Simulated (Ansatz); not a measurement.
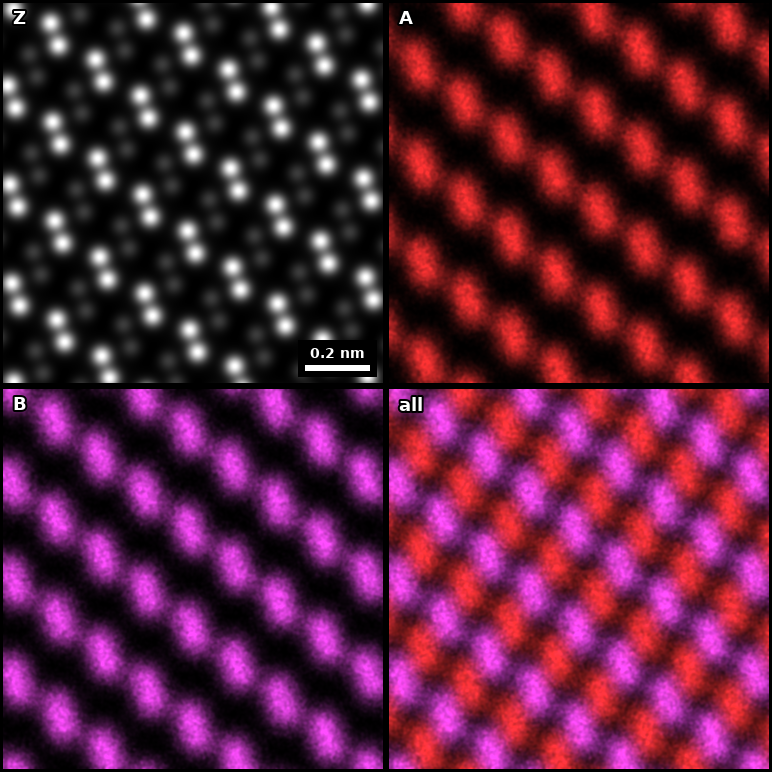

SiC (P6_3/mmc, No. 194) along [311]. Panel Z: Simulation: incoherent imaging, intensity Z^1.7 per atom, probe width 0.50 Å, thin sample. The probe carries 25 % of its weight in a tail 2.5 times as wide. The other panels are simulated element maps (the number of atoms of one element along the beam, blurred by 0.9 Å, with counting noise; each on its own scale, no channelling); the last overlays them. Atomic positions: the geometry relaxed with DFT, PBE, plane waves, PAW (Ansatz 0.2.0); the starting structure was generated, so it need not be a known form of this composition.

```cif
data_structure
_symmetry_space_group_name_H-M 'P6_3/mmc'
_symmetry_Int_Tables_number 194
_cell_length_a 3.1649
_cell_length_b 3.1649
_cell_length_c 4.8701
_cell_angle_alpha 90.000
_cell_angle_beta 90.000
_cell_angle_gamma 120.000
_cell_volume 42.25
loop_
_atom_site_label
_atom_site_type_symbol
_atom_site_symmetry_multiplicity
_atom_site_Wyckoff_symbol
_atom_site_fract_x
_atom_site_fract_y
_atom_site_fract_z
_atom_site_occupancy
Si1 Si 2 c 0.33333 0.66667 0.25000 1
C1 C 2 d 0.66667 0.33333 0.25000 1
```

> Which element does each lettered map show?

C, B: Si. The projected cell (1.83 × 2.40 Å, 94°) holds 4 columns: 2 of Si and 2 of C. No column is shared by two of the mapped elements.
